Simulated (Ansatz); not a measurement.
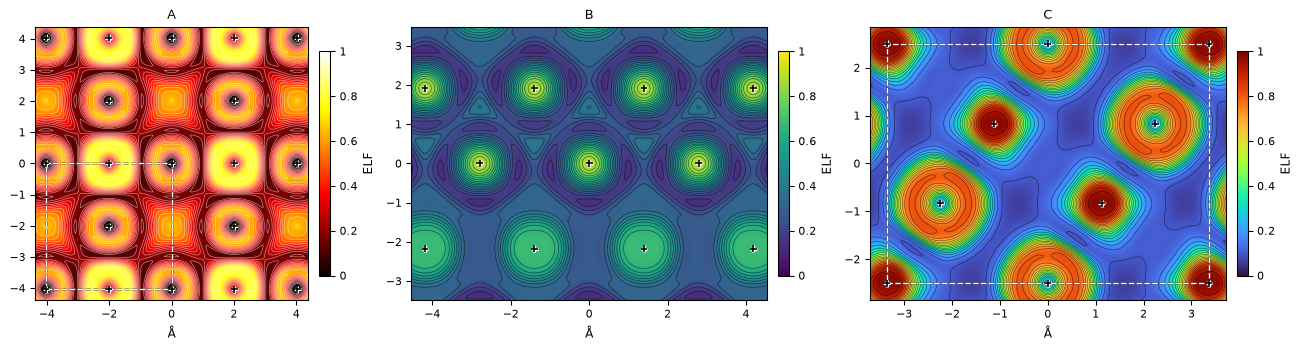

The electron localisation function of 3 systems, each on a plane through atoms (crosses mark nuclei in the plane).

These are results of DFT PBEsol, scalar-relativistic, plane waves, PAW (Ansatz), not measurements.

System 1: Fe$_{2}$Pt, the (101) plane of the conventional cell. Space group P-3m1; a structure from a database of computed crystals, not necessarily the ambient phase; spin-polarised.

```xyz
3
Lattice="2.7910 0.0000 0.0000 -1.3955 2.4171 0.0000 0.0000 0.0000 5.7860" Properties=species:S:1:pos:R:3 pbc="T T T"
Fe    0.0000    1.6114    3.7643
Fe    1.3955    0.8057    2.0217
Pt    0.0000    0.0000    0.0000
```

System 2: TiO, the (010) plane of the conventional cell. Space group Pm-3m; a structure from a database of computed crystals, not necessarily the ambient phase; computed without spin polarisation.

```
Ti O
1.0
     4.03351    0.00000    0.00000
     0.00000    4.03351    0.00000
     0.00000    0.00000    4.03351
Ti O
3 3
Direct
  0.50000 0.50000 0.00000
  0.00000 0.50000 0.50000
  0.50000 0.00000 0.50000
  0.00000 0.50000 0.00000
  0.50000 0.00000 0.00000
  0.00000 0.00000 0.50000
```

System 3: CoO, the (110) plane of the conventional cell. Space group R-3m; a structure from a database of computed crystals, not necessarily the ambient phase; changed on purpose from its base cell (strain -0.040 along x and y, -0.080 along z, atoms carried along); computed pressure about 21 GPa in this cell; spin-polarised.

```yaml
crystal:
  lattice:
    - [2.89050, 0.00000, 0.00000]
    - [-1.44525, 2.50325, 0.00000]
    - [0.00000, 0.00000, 6.73420]
  atoms:
    - { symbol: Co, position: [0.00000, 0.00000, 0.00000] }
    - { symbol: Co, position: [0.66667, 0.33333, 0.33333] }
    - { symbol: Co, position: [0.33333, 0.66667, 0.66667] }
    - { symbol: O, position: [0.33333, 0.66667, 0.16667] }
    - { symbol: O, position: [0.00000, 0.00000, 0.50000] }
    - { symbol: O, position: [0.66667, 0.33333, 0.83333] }
```

Which map belongs to which system?

Answer. Panel A is system 2, TiO: the plane holds Ti and O. Ti–O (2.02 Å): the ELF peaks at about 0.80 in the valence shell of O, 0.6 Å from its nucleus, and is about 0.15 at the midpoint: no shared electron pair shows on this line. Panel B is system 1, Fe$_{2}$Pt: the plane holds Fe and Pt. Fe–Fe (2.37 Å): the ELF is about 0.25 at the midpoint; no shared electron pair shows on this line. Panel C is system 3, CoO: the plane holds Co and O. Co–O (2.01 Å): the ELF peaks at about 0.80 in the valence shell of O, 0.6 Å from its nucleus, and is about 0.15 at the midpoint: no shared electron pair shows on this line.
